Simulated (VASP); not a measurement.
# GaP: structure and properties in VASP, part 2 of 2

How well does r2SCAN + rVV10 reproduce what experiment finds for GaP? The cell is relaxed first, and properties follow on it. The start is a cell from a database of measured crystal structures.

VASP 6.6.1, plane waves and PAW; the level of theory is named at each step.

So far. Step 13 (Volume scan with r2SCAN + rVV10 (run 7)): The pressure falls from -3.23 to -4.60 GPa. The parabola predicted -4.58 GPa, +0.02 GPa off.

**14. Side by side**

Times are for 2 MPI ranks of Intel Xeon Platinum 8488C (Sapphire Rapids), shared host. Results by setting:

| no. | volume scale | energy above the lowest point (meV/atom) | pressure (GPa) | gap on the k-mesh (eV) | time | memory (GiB) |
| --- | --- | --- | --- | --- | --- | --- |
| 1 | 0.94 | 25.17 | 6.537 | 1.664 | 60 s | 0.49 |
| 2 | 0.96 | 11.25 | 4.145 | 1.706 | 59 s | 0.49 |
| 3 | 0.98 | 3.01 | 1.994 | 1.746 | 65 s | 0.49 |
| 4 | 1 | 0 | 0.05428 | 1.782 | 62 s | 0.49 |
| 5 | 1.02 | 1.44 | -1.681 | 1.815 | 58 s | 0.49 |
| 6 | 1.04 | 7.11 | -3.226 | 1.846 | 62 s | 0.49 |
| 7 | 1.06 | 16.39 | -4.604 | 1.874 | 45 s | 0.49 |

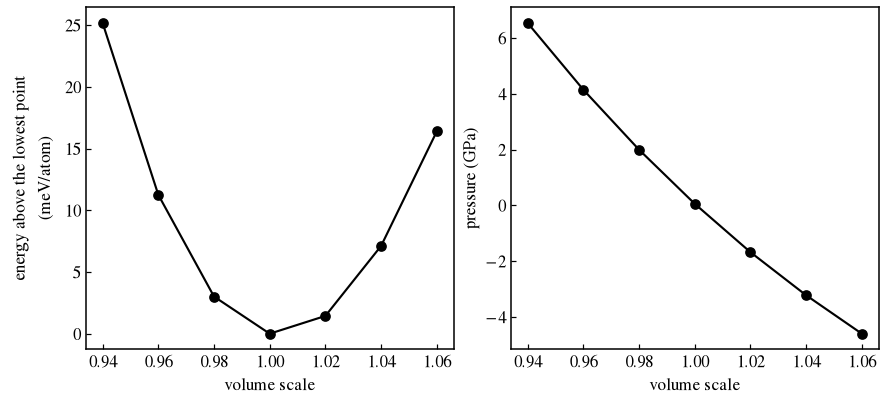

The series as plots.

**15. Fit for r2SCAN + rVV10**

This step: Birch-Murnaghan fit, r2SCAN with rVV10; plane waves and PAW (VASP 6.6.1).

No new run; the numbers come from the runs before.

This step gave:

```yaml
pressure_derivative_of_the_bulk_modulus: 4.543
r_m_s_error_of_the_fit: 2.29e-5 eV/atom
minimum_inside_the_sampled_range: yes
bulk_modulus: 90.50 GPa
equilibrium_volume_of_the_fit: 20.07 Å³/atom
```

Energy above the fitted minimum against volume:

| volume (Å³/atom) | energy above the fitted minimum (eV/atom) |
| --- | --- |
| 18.806 | 0.0253 |
| 19.206 | 0.0113 |
| 19.606 | 0.00311 |
| 20.006 | 9.2e-5 |
| 20.406 | 0.00153 |
| 20.806 | 0.00720 |
| 21.206 | 0.0165 |

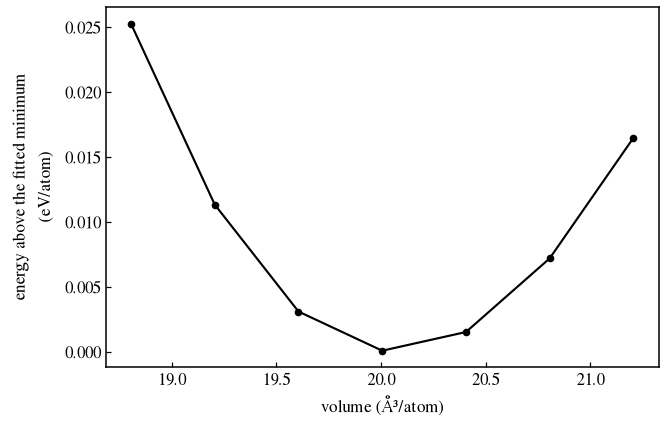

Energy above the fitted minimum, plotted against volume.

The fitted volume lies +0.31 % from the relaxed one. At a finite cutoff and mesh the minimum of the energy and the zero of the stress don't quite coincide, and the relaxation stops at a threshold.

**16. Independent-particle dielectric function (r2SCAN + rVV10)**

This step: r2SCAN with rVV10; plane waves and PAW (Ga_d, P) (VASP 6.6.1).

LOPTICS sums transitions from filled to empty bands. The mesh is finer than in the run before. NBANDS is raised for it.

INCAR reads:

```
SYSTEM = GaP
PREC = Accurate
ENCUT = 400
EDIFF = 1E-06
NELM = 100
ISMEAR = 0
SIGMA = 0.05
LREAL = .FALSE.
ALGO = Normal
METAGGA = R2SCAN
LUSE_VDW = .TRUE.
IVDW_NL = 2
BPARAM = 11.95
CPARAM = 0.0093
LASPH = .TRUE.
NBANDS = 25
LORBIT = 11
LWAVE = .FALSE.
LCHARG = .FALSE.
KPAR = 2
LOPTICS = .TRUE.
NEDOS = 1500
CSHIFT = 0.1
```

POSCAR reads:

```
GaP
1.0
    0.0000000000      2.7146945537      2.7146945537
    2.7146945537      0.0000000000      2.7146945537
    2.7146945537      2.7146945537      0.0000000000
Ga P
1 1
Direct
    0.0000000000      0.0000000000      0.0000000000
    0.2500000000      0.2500000000      0.2500000000
```

KPOINTS reads:

```
Automatic mesh
0
Gamma
11 11 11
0 0 0
```

The projector-augmented-wave data sets are Ga_d and P (PBE family, release 64).

Started as:

```bash
mpirun -np 2 vasp_std
```

Elapsed: 2.4 min, on 2 MPI ranks of Intel Xeon Platinum 8488C (Sapphire Rapids), shared host; peak memory 0.53 GiB.

These are independent-particle spectra without excitons or local fields, and fine structure depends on the mesh and on CSHIFT.

Numbers from this step:

```
SCF cycles                     : 12
bands                          : 25
irreducible k-points           : 56
free energy (TOTEN)            : -20.95 eV
Fermi energy                   : 4.769 eV
pressure                       : 0.08331 GPa
conduction bottom at k         : 0.4545, 0.4545, 0
gap on the k-mesh              : 1.795 eV
least direct gap on the k-mesh : 2.428 eV
```

The imaginary dielectric function, xx has structure finer than the step of the table below, so its rows give means over 2 eV, whole bins alone (the curve runs from 0 to 25.0 eV). Peaks (eV: height): 3.3: 11.2, 4.8: 34.1, 5.7: 21.9.

Table of imaginary dielectric function, xx by photon energy; means over each step:

| photon energy (eV) | imaginary dielectric function, xx |
| --- | --- |
| 2 | 0.730 |
| 4 | 14.9 |
| 6 | 11.8 |
| 8 | 3.97 |
| 10 | 1.77 |
| 12 | 0.855 |
| 14 | 0.435 |
| 16 | 0.263 |
| 18 | 0.230 |
| 20 | 0.208 |
| 22 | 0.160 |

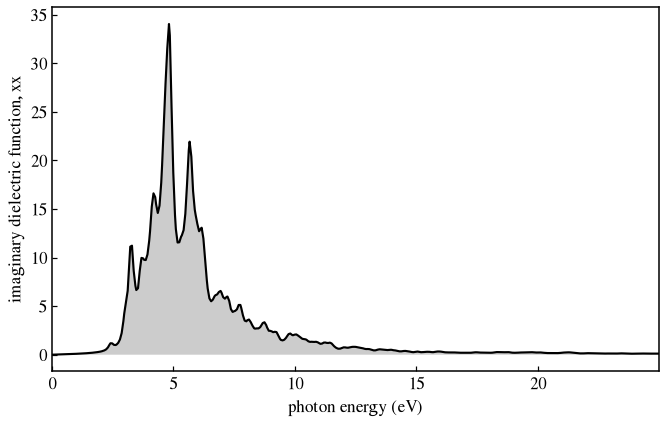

Imaginary dielectric function, xx against photon energy.

The real dielectric function, xx by photon energy:

| photon energy (eV) | real dielectric function, xx |
| --- | --- |
| 0.0 | 9.63 |
| 2.5 | 13.5 |
| 5.0 | -8.78 |
| 7.5 | -4.11 |
| 10.0 | -2.11 |
| 12.5 | -1.11 |
| 15.0 | -0.364 |
| 17.5 | 0.0670 |
| 20.0 | 0.251 |
| 22.5 | 0.385 |

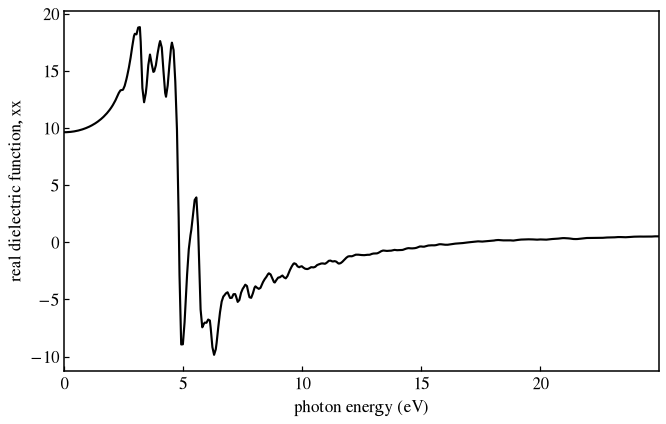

Real dielectric function, xx, plotted against photon energy.

The mean of ε2 over directions passes 5 % of its top at 2.87 eV, against a least direct gap of 2.43 eV on this mesh, so the first direct transitions are weak, forbidden or few. The indirect gap (1.78 eV in the band run) doesn't show, since phonons are left out.

**17. Band structure (r2SCAN + rVV10 + SOC)**

This step: r2SCAN with rVV10, spin-orbit coupling; plane waves and PAW (Ga_d, P) (VASP 6.6.1).

The mesh alone shows little of the dispersion and can miss band extrema, so KPOINTS_OPT adds a path through the symmetry points after the self-consistent cycle. Spin-orbit coupling needs spinors and the noncollinear program, where each band holds one electron.

Edit INCAR of step 16 so:

```diff
@@ -15,3 +15,7 @@
 LASPH = .TRUE.
-NBANDS = 25
+LNONCOLLINEAR = .TRUE.
+MAGMOM = 0 0 0 0 0 0
+NBANDS = 30
+GGA_COMPAT = .FALSE.
+LSORBIT = .TRUE.
 LORBIT = 11
@@ -20,4 +24 @@
 KPAR = 2
-LOPTICS = .TRUE.
-NEDOS = 1500
-CSHIFT = 0.1
```

POSCAR is that of step 16.

KPOINTS reads:

```
Automatic mesh
0
Gamma
6 6 6
0 0 0
```

KPOINTS_OPT reads:

```
Line mode
16
Line-mode
Reciprocal
  0.00000000   0.00000000   0.00000000 GAMMA
  0.50000000   0.00000000   0.50000000 X

  0.50000000   0.00000000   0.50000000 X
  0.50000000   0.25000000   0.75000000 W

  0.50000000   0.25000000   0.75000000 W
  0.37500000   0.37500000   0.75000000 K

  0.37500000   0.37500000   0.75000000 K
  0.00000000   0.00000000   0.00000000 GAMMA

  0.00000000   0.00000000   0.00000000 GAMMA
  0.50000000   0.50000000   0.50000000 L

  0.50000000   0.50000000   0.50000000 L
  0.62500000   0.25000000   0.62500000 U

  0.62500000   0.25000000   0.62500000 U
  0.50000000   0.25000000   0.75000000 W

  0.50000000   0.25000000   0.75000000 W
  0.50000000   0.50000000   0.50000000 L

  0.50000000   0.50000000   0.50000000 L
  0.37500000   0.37500000   0.75000000 K

  0.62500000   0.25000000   0.62500000 U
  0.50000000   0.00000000   0.50000000 X
```

Started as:

```bash
mpirun -np 2 vasp_ncl
```

Wall time 11 min (2 MPI ranks); peak memory 0.79 GiB; 22 min of CPU time.

This step gave:

| Quantity | Value |
| --- | --- |
| SCF cycles | 13 |
| bands | 30 |
| irreducible k-points | 22 |
| free energy (TOTEN) | -20.94 eV |
| Fermi energy | 4.829 eV |
| pressure | 0.1157 GPa |
| least gap on mesh and path | 1.752 eV |
| least direct gap on mesh and path | 2.400 eV |
| conduction bottom at k | 0.4333, 0, 0.4333 |

On-site spin-orbit energy by atom:

| atom | on-site spin-orbit energy (eV) |
| --- | --- |
| Ga1 | -0.0113 |
| P2 | -0.0008 |

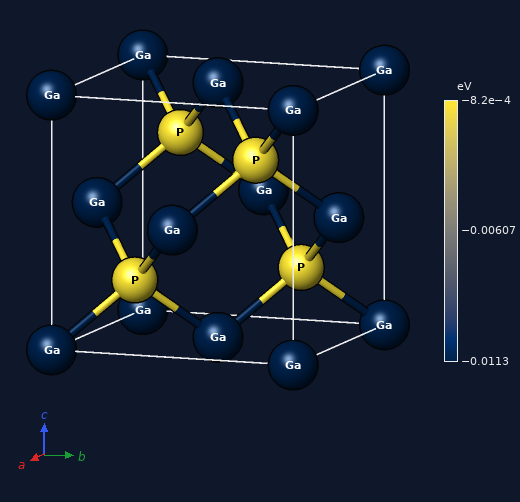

Atoms coloured by on-site spin-orbit energy. Bonds to atoms that aren't drawn are left out. Some periodic images of atoms are drawn too.

Electronic bands along the path, in eV, zero at the valence-band top; v1 is the highest filled band, c1 the lowest empty one:

| point | v4 | v3 | v2 | v1 | c1 | c2 | c3 | c4 |
| --- | --- | --- | --- | --- | --- | --- | --- | --- |
| Γ | 0.00 | 0.00 | 0.00 | 0.00 | 2.40 | 2.40 | 4.03 | 4.03 |
| X | -2.89 | -2.89 | -2.87 | -2.87 | 1.80 | 1.80 | 2.02 | 2.02 |
| W | -3.82 | -3.80 | -3.67 | -3.62 | 4.97 | 4.97 | 5.31 | 5.34 |
| K | -4.20 | -4.18 | -2.42 | -2.42 | 2.39 | 2.39 | 5.15 | 5.16 |
| Γ | 0.00 | 0.00 | 0.00 | 0.00 | 2.40 | 2.40 | 4.03 | 4.03 |
| L | -1.25 | -1.25 | -1.18 | -1.18 | 2.02 | 2.02 | 4.97 | 4.97 |
| U | -4.20 | -4.18 | -2.42 | -2.42 | 2.39 | 2.39 | 5.15 | 5.16 |
| W | -3.82 | -3.80 | -3.67 | -3.62 | 4.97 | 4.97 | 5.31 | 5.34 |
| L | -1.25 | -1.25 | -1.18 | -1.18 | 2.02 | 2.02 | 4.97 | 4.97 |
| K | -4.20 | -4.18 | -2.42 | -2.42 | 2.39 | 2.39 | 5.15 | 5.16 |
| jump to U | -4.20 | -4.18 | -2.42 | -2.42 | 2.39 | 2.39 | 5.15 | 5.16 |
| X | -2.89 | -2.89 | -2.87 | -2.87 | 1.80 | 1.80 | 2.02 | 2.02 |

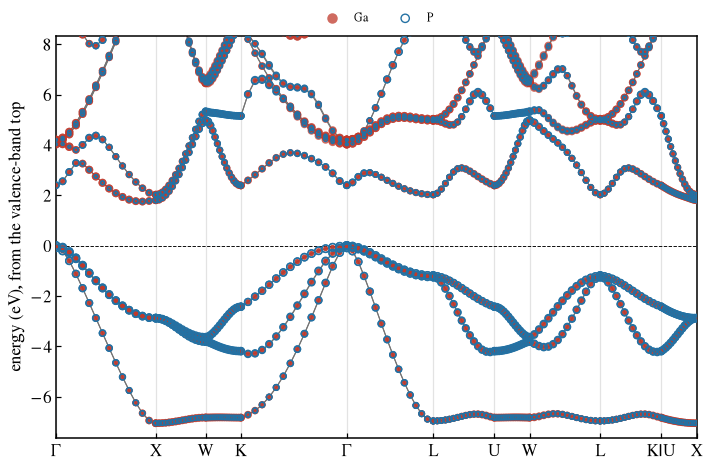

Electronic bands along the path; dots are coloured as in the legend, and their area grows with the weight.

The gap moves by -0.03 eV against r2SCAN with rVV10, which ran on another mesh.

**18. Starting orbitals for the hybrid**

This step: r2SCAN; plane waves and PAW (Ga_d, P) (VASP 6.6.1).

A hybrid converges badly from random orbitals, so a cheap semilocal run writes a WAVECAR on the same mesh first.

INCAR reads:

```
SYSTEM = GaP
PREC = Accurate
ENCUT = 400
EDIFF = 1E-05
NELM = 100
ISMEAR = 0
SIGMA = 0.05
LREAL = .FALSE.
ALGO = Normal
METAGGA = R2SCAN
LASPH = .TRUE.
NBANDS = 15
LORBIT = 11
LWAVE = .TRUE.
LCHARG = .FALSE.
KPAR = 2
```

POSCAR is that of step 17.

KPOINTS reads:

```
Automatic mesh
0
Gamma
5 5 5
0 0 0
```

Started as:

```bash
mpirun -np 2 vasp_std
```

The job ended after 17 s (2 MPI ranks; peak memory 0.29 GiB).

A gap read on the k-mesh alone can miss the band edges.

Numbers from this step:

```yaml
scf_cycles: 11
bands: 15
irreducible_k_points: 10
free_energy_toten: -21.42 eV
fermi_energy: 4.844 eV
pressure: 0.9485 GPa
conduction_bottom_at_k: 0.4, 0.4, 0
gap_on_the_k_mesh: 1.834 eV
least_direct_gap_on_the_k_mesh: 2.444 eV
```

**19. Band structure (HSE06)**

This step: HSE06; plane waves and PAW (Ga_d, P) (VASP 6.6.1).

HSE06 mixes in a quarter of exact exchange at short range, at far higher cost; in semiconductors this cures much of the gap error, while metals seldom gain.

INCAR reads:

```
SYSTEM = GaP
PREC = Accurate
ENCUT = 400
EDIFF = 1E-06
NELM = 100
ISMEAR = 0
SIGMA = 0.05
LREAL = .FALSE.
ALGO = Normal
LHFCALC = .TRUE.
AEXX = 0.25
GGA = PE
HFSCREEN = 0.2
LASPH = .TRUE.
NBANDS = 15
PRECFOCK = Fast
LORBIT = 11
LWAVE = .FALSE.
LCHARG = .FALSE.
KPAR = 2
```

POSCAR is that of step 18.

KPOINTS is that of step 18.

Edit KPOINTS_OPT of step 17 so:

```diff
@@ -1,3 +1,3 @@
 Line mode
-16
+6
 Line-mode
```

The run starts from files that an earlier step left in the folder.

Started as:

```bash
mpirun -np 2 vasp_std
```

It took 10 min on 2 MPI ranks; peak memory 0.52 GiB.

The k-mesh is coarse for exact exchange; levels may shift by about 0.1 eV on a finer one.

Numbers from this step:

```yaml
scf_cycles: 7
free_energy_toten: -10.78 eV
fermi_energy: 4.537 eV
least_gap_on_mesh_and_path: 2.286 eV
least_direct_gap_on_mesh_and_path: 2.932 eV
conduction_bottom_at_k: 0.4, 0, 0.4
```

Electronic bands along the path, in eV, zero at the valence-band top; v1 is the highest filled band, c1 the lowest empty one:

| point | v3 | v2 | v1 | c1 | c2 | c3 | c4 |
| --- | --- | --- | --- | --- | --- | --- | --- |
| Γ | 0.00 | 0.00 | 0.00 | 2.93 | 4.79 | 4.79 | 4.79 |
| X | -7.39 | -2.97 | -2.97 | 2.29 | 2.58 | 12.18 | 12.18 |
| W | -7.14 | -3.96 | -3.75 | 5.54 | 6.06 | 7.07 | 7.21 |
| K | -7.15 | -4.35 | -2.49 | 2.93 | 5.79 | 9.52 | 9.54 |
| Γ | 0.00 | 0.00 | 0.00 | 2.93 | 4.79 | 4.79 | 4.79 |
| L | -7.31 | -1.23 | -1.23 | 2.57 | 5.64 | 5.64 | 9.30 |
| U | -7.15 | -4.35 | -2.49 | 2.93 | 5.79 | 9.52 | 9.54 |
| W | -7.14 | -3.96 | -3.75 | 5.54 | 6.06 | 7.07 | 7.21 |
| L | -7.31 | -1.23 | -1.23 | 2.57 | 5.64 | 5.64 | 9.30 |
| K | -7.15 | -4.35 | -2.49 | 2.93 | 5.79 | 9.52 | 9.54 |
| jump to U | -7.15 | -4.35 | -2.49 | 2.93 | 5.79 | 9.52 | 9.54 |
| X | -7.39 | -2.97 | -2.97 | 2.29 | 2.58 | 12.18 | 12.18 |

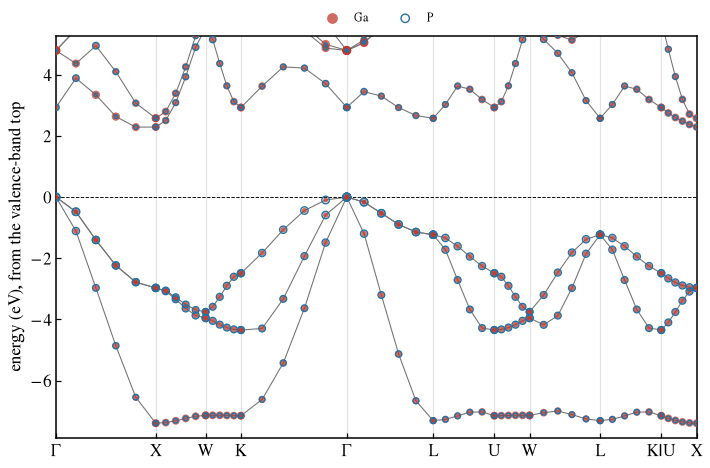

Electronic bands along the path; dots are coloured as in the legend, and their area grows with the weight.

The gap moves by +0.50 eV against r2SCAN with rVV10, which ran on another mesh.

**20. Band structure (TB-mBJ)**

This step: TB-mBJ; plane waves and PAW (Ga_d, P) (VASP 6.6.1).

Levels along the symmetry lines show where the bands peak and cross; KPOINTS_OPT computes them in the converged potential. TB-mBJ is a local potential fitted to gaps: it costs far less than a hybrid but gives no energy.

INCAR reads:

```
SYSTEM = GaP
PREC = Accurate
ENCUT = 400
EDIFF = 1E-06
NELM = 150
ISMEAR = 0
SIGMA = 0.05
LREAL = .FALSE.
ALGO = Normal
METAGGA = MBJ
LASPH = .TRUE.
NBANDS = 21
LORBIT = 11
LWAVE = .FALSE.
LCHARG = .FALSE.
KPAR = 2
```

POSCAR is that of step 19.

KPOINTS reads:

```
Automatic mesh
0
Gamma
7 7 7
0 0 0
```

Edit KPOINTS_OPT of step 19 so:

```diff
@@ -1,3 +1,3 @@
 Line mode
-6
+16
 Line-mode
```

Started as:

```bash
mpirun -np 2 vasp_std
```

It took 62 s on 2 MPI ranks; peak memory 0.32 GiB; 2 min of CPU time.

This functional is a potential without an energy, so its energies, forces and stress mean nothing and are not read.

This step gave:

- SCF cycles: 40
- bands: 21
- irreducible k-points: 20
- Fermi energy: 4.951 eV
- least gap on mesh and path: 2.359 eV
- least direct gap on mesh and path: 3.047 eV
- conduction bottom at k: 0.4286, 0.4286, 0

Electronic bands along the path, in eV, zero at the valence-band top; v1 is the highest filled band, c1 the lowest empty one:

| point | v3 | v2 | v1 | c1 | c2 | c3 | c4 |
| --- | --- | --- | --- | --- | --- | --- | --- |
| Γ | 0.00 | 0.00 | 0.00 | 3.05 | 4.61 | 4.61 | 4.61 |
| X | -6.40 | -2.57 | -2.57 | 2.40 | 2.64 | 11.78 | 11.78 |
| W | -6.19 | -3.38 | -3.21 | 5.29 | 5.72 | 6.82 | 6.93 |
| K | -6.19 | -3.72 | -2.15 | 2.97 | 5.53 | 9.04 | 9.04 |
| Γ | 0.00 | 0.00 | 0.00 | 3.05 | 4.61 | 4.61 | 4.61 |
| L | -6.32 | -1.06 | -1.06 | 2.63 | 5.40 | 5.40 | 9.25 |
| U | -6.19 | -3.72 | -2.15 | 2.97 | 5.53 | 9.04 | 9.04 |
| W | -6.19 | -3.38 | -3.21 | 5.29 | 5.72 | 6.82 | 6.93 |
| L | -6.32 | -1.06 | -1.06 | 2.63 | 5.40 | 5.40 | 9.25 |
| K | -6.19 | -3.72 | -2.15 | 2.97 | 5.53 | 9.04 | 9.04 |
| jump to U | -6.19 | -3.72 | -2.15 | 2.97 | 5.53 | 9.04 | 9.04 |
| X | -6.40 | -2.57 | -2.57 | 2.40 | 2.64 | 11.78 | 11.78 |

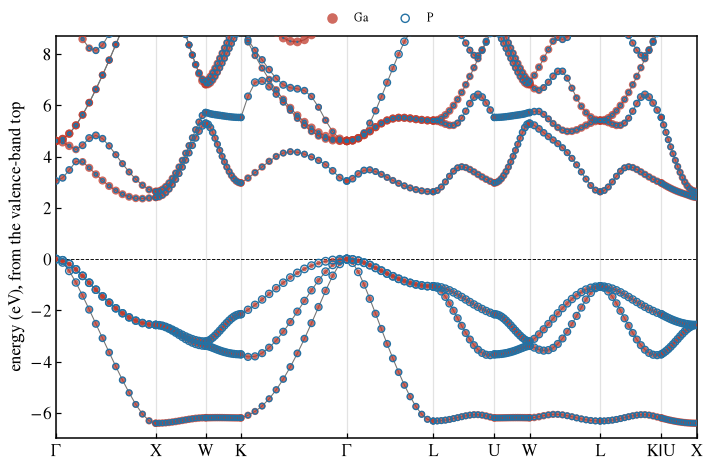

Electronic bands along the path; dots are coloured as in the legend, and their area grows with the weight.

The gap moves by +0.58 eV against r2SCAN with rVV10.

**21. Total energy, forces and stress (r2SCAN + rVV10), changed input**

This step: r2SCAN with rVV10; plane waves and PAW (Ga_d, P) (VASP 6.6.1).

A single point gives energy, forces and stress at these settings. Some settings are moved from the usual, to see what they do.

INCAR reads:

```
SYSTEM = GaP
PREC = Low
ENCUT = 400
EDIFF = 1E-06
NELM = 100
ISMEAR = 0
SIGMA = 0.05
LREAL = .FALSE.
ALGO = Normal
METAGGA = R2SCAN
LUSE_VDW = .TRUE.
IVDW_NL = 2
BPARAM = 11.95
CPARAM = 0.0093
LASPH = .TRUE.
NBANDS = 15
LORBIT = 11
LWAVE = .FALSE.
LCHARG = .FALSE.
KPAR = 2
ISIF = 2
```

POSCAR is that of step 20.

KPOINTS is that of step 20.

Started as:

```bash
mpirun -np 2 vasp_std
```

Elapsed: 12 s, on 2 MPI ranks; peak memory 0.26 GiB; 23 s of CPU time.

The run converged; its settings lie outside those of the reference runs, so its numbers are set aside.

Against the sound run on this cell (volume scan with r2SCAN + rVV10) the energy at zero smearing moves by -9.8 meV an atom and the pressure by +0.68 GPa.

Settings moved from the usual: PREC = Low.

PREC = Low changes the FFT grids.

**22. Outcome**

```yaml
relaxed_volume: 20.01 Å³/atom
relaxed_conventional_cell_a_b_c: 5.429, 5.429, 5.429 Å
space_group_after_relaxing_within_0p02_a: F-43m (No. 216)
band_gap: 1.78 eV, indirect (least direct gap of that run 2.43 eV)
gap_among_the_points_of_the_dos_mesh_alone_an_upper_bound: 1.80 eV
bulk_modulus_from_the_fit: 90.5 GPa
volume_from_the_fit: 20.1 Å³/atom
strongest_peak_of_eps_2_mean_over_directions: 4.82 eV
eps_1_at_zero_frequency_no_local_fields_mean: 9.63
band_gap_r2scan_rvv10_soc: 1.75 eV, indirect (least direct gap of that run 2.40 eV)
band_gap_hse06: 2.29 eV, indirect (least direct gap of that run 2.93 eV)
band_gap_tb_mbj: 2.36 eV, indirect (least direct gap of that run 3.05 eV)
```

**Reading.** With r2SCAN + rVV10, GaP relaxes to 20.01 Å³/atom in space group F-43m (held by the symmetry of the run), has an indirect gap of 1.78 eV (2.29 eV with HSE06) and has a bulk modulus of 90.5 GPa. Against the listed cell the volume lies -1.2 %. Bands along the symmetry lines (r2SCAN + rVV10): The path shows an indirect gap of 1.78 eV (valence top at Γ, conduction bottom between Γ and X). The least direct gap is 2.43 eV. Band structure (r2SCAN + rVV10 + SOC): The path shows an indirect gap of 1.75 eV (valence top at Γ, conduction bottom between Γ and X). The least direct gap is 2.40 eV. Band structure (HSE06): The path shows an indirect gap of 2.29 eV (valence top at Γ, conduction bottom between Γ and X). The least direct gap is 2.93 eV. Band structure (TB-mBJ): On this path the gap is indirect, 2.36 eV, with the valence top at Γ and the conduction bottom between Γ and X. The least direct gap is 3.05 eV. The other levels ran on the cell relaxed with r2SCAN + rVV10, and without spin-orbit coupling unless named. Semilocal functionals usually underestimate gaps. No search among competing phases was made, and a listed structure need not be the one stable at ambient conditions. All values are for a static lattice at zero temperature.

Comparison with the measured values:

| quantity | measured | Birch-Murnaghan fit, r2SCAN with rVV10 |
| --- | --- | --- |
| bulk modulus (GPa) | 87.5 | 90 (+3.4 %) |

Measured values from arxiv:1709.06667 (2017).

How well it matches: The bulk modulus is off by +3.4 %: good agreement. The grades are ours: good and fair within 5 and 12 % for the bulk modulus. For bulk modulus the calculation has a static lattice, without zero-point motion or thermal expansion.

[Lines on the potential files, build, host, timing and source positions are cut from VASP's logs without a mark.]

[Logs are printed without paths, hosts, clocks, repeated set-up lines and the standing remarks that a program may print on its own settings, such as how far it seeks lower states.]

[Hosts, paths, dates, database ids (printed as entryN), source tags and the programs' standing remarks are cut or masked in the printed files.]

[A measured line is paired with the nearest computed mode of its activity, which favours agreement.]
